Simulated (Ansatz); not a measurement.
The calculation's input:

```
crystal:
  lattice:
    - [4.90232266, 0.0, 0.0]
    - [2.45116133, 8.854389805, 0.0]
    - [2.45116133, 0.0, 8.863006515]
  atoms:
    - { symbol: Rb, position: [0.87001925, 0.2599615, 0.0] }
    - { symbol: Rb, position: [0.87998075, 0.2400385, 0.5] }
    - { symbol: Rb, position: [0.12998075, 0.7400385, 0.0] }
    - { symbol: Rb, position: [0.62001925, 0.7599615, 0.5] }
basis:
  ecutwfc: 420
  fft_grid_basis: typed
kpoints:
  mp_grid: { grid: [8, 8, 8] }
hamiltonian:
  xc: pbe
  pseudopotentials: { kind: paw }
scf:
  occupations: { method: gaussian, width: 0.05 }
  n_extra_bands: 6
output:
  forces: true
  stress: false
  eigenvalues: true
  bader: false
  write_density: false
  volumetric_format: npy
  band_densities:
    - { e_range: [-0.25, 0.25] }
    - { e_range: [-1.2, 0.0] }
    - { e_range: [-13.2, -13.0] }
  dos:
    e_range: [-30, 8]
    de: 0.02
    method: { smearing: { sigma: 0.03, scheme: gaussian } }
    projected: { site_lists: { Rb: [Rb] } }
checkpoint:
  read: start.run
  write: ck
  compress: false
  write_wavefunctions: false
  write_every: 100000
```

Command:

```sh
ansatz run input.yaml --threads 1 --pin off --max-ram 2560MiB --backend cpu --events-out ev --progress --plain --runs-dir out
```

The picture shows the conventional cell (a = 4.90 Å, b = 17.71 Å, c = 17.73 Å, α = 90.00°, β = 90.00°, γ = 90.00°).

Space group Fddd. This isn't the usual form at ambient conditions. The cell comes from a database of computed structures, not from a measurement.

Computed with DFT PBE, scalar-relativistic, plane waves, PAW in Ansatz.

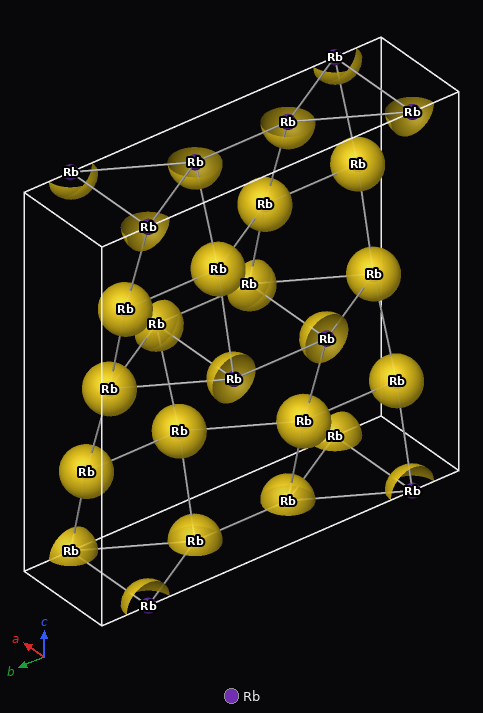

Rb. Density of the Kohn–Sham states from −13.20 to −13.00 eV about the Fermi level (a separate group of bands (semicore or deep states)), scaled to one electron a cell: yellow surface at 0.015 1/Å³, in the conventional cell seen at an oblique angle.

In a PAW calculation such maps are meaningful between the atoms, not at the nuclei.

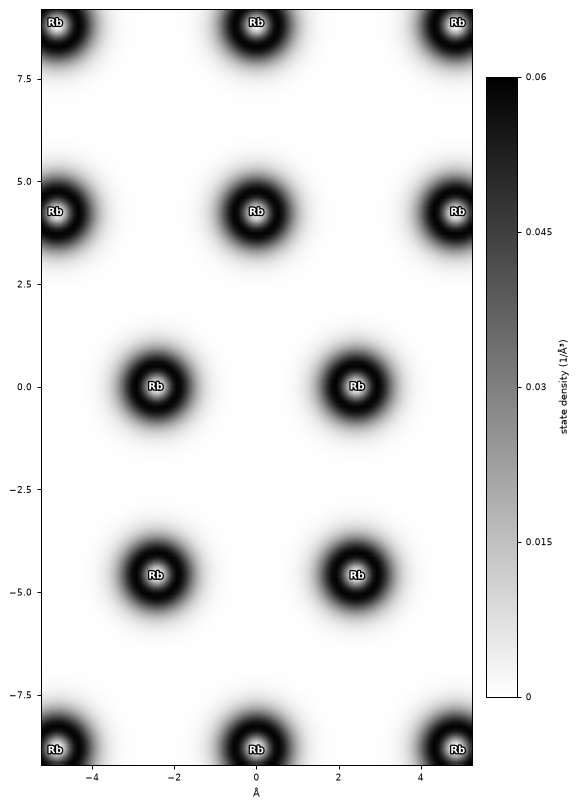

Second picture: a map on the (001) plane of the conventional cell.

> Describe these states.

Projected on a minimal set of atomic orbitals (Löwdin), they are Rb 4p (over 95 %).
The group holds 24 electrons when full, in the cell of the calculation (4 atoms).
Little of the density lies between the atoms' surroundings.
